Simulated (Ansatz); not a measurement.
Consider TiAl (interface cell).

The calculation's input:

```
crystal:
  lattice:
    - [2.9076478652, 0.0, 0.0]
    - [-1.4538239326, 2.5180969165, 0.0]
    - [11.5902597524, 6.691639588, 18.6815461844]
  atoms:
    - { symbol: Ti, position: [0.5244183019, 0.2622091509, 0.0267643799] }
    - { symbol: Ti, position: [0.515665681, 0.2578328405, 0.1538461813] }
    - { symbol: Ti, position: [0.5069130602, 0.2534565301, 0.2809279826] }
    - { symbol: Ti, position: [0.4981604394, 0.2490802197, 0.4080097839] }
    - { symbol: Al, position: [0.4981604394, 0.2490802197, 0.5330097839] }
    - { symbol: Al, position: [0.5069130602, 0.2534565301, 0.6559279826] }
    - { symbol: Al, position: [0.515665681, 0.2578328405, 0.7788461813] }
    - { symbol: Al, position: [0.5244183019, 0.2622091509, 0.9017643799] }
basis:
  ecutwfc: 420
kpoints:
  mp_grid: { grid: [12, 12, 2] }
hamiltonian:
  xc: pbe
scf:
  occupations: { method: gaussian, width: 0.1 }
output:
  forces: true
  stress: true
  eigenvalues: true
  populations: true
  write_density: true
  write_potential: true
  elf: true
  volumetric_format: npy
relax:
  adjacent_minimum: "off"
  f_tol: 0.02
  max_steps: 70
  cell: { fix: [a, b, gamma], stress_tol: 0.15 }
```

Command:

```sh
ansatz run input.yaml --threads 1 --pin off --max-ram 2560MiB --backend cpu --events-out ev --progress --plain --runs-dir out
```

The fields are those of the run's last geometry, not of the input's.

Computed without spin polarisation.

Level of theory: DFT PBE, scalar-relativistic, plane waves, PAW (Ansatz 0.2.0).

Q: Predict the valence pseudo-density and electron localisation function between the atoms.

A: Al–Al (2.82 Å): ρ is about 0.21 e/Å³ halfway; the ELF peaks at about 0.65 between the atoms.
Ti–Al (2.84 Å): ρ at the midpoint is about 0.21 e/Å³; the ELF is about 0.40 at the midpoint.
Ti–Ti (2.85 Å): ρ is about 0.2 e/Å³ halfway; the ELF is about 0.20 at the midpoint; no shared electron pair shows on this line.
Ti–Ti (2.91 Å): ρ at the midpoint is about 0.2 e/Å³; the ELF is about 0.25 at the midpoint: no shared electron pair shows on this line.

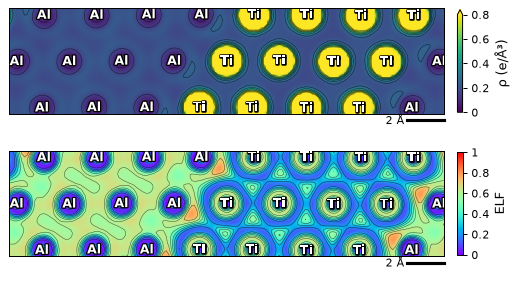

Computed valence pseudo-density and electron localisation function on the (11̄0) plane of the calculation cell, in this order. 

Core electrons are frozen (PAW), and the valence fields are smoothed inside the atomic spheres.
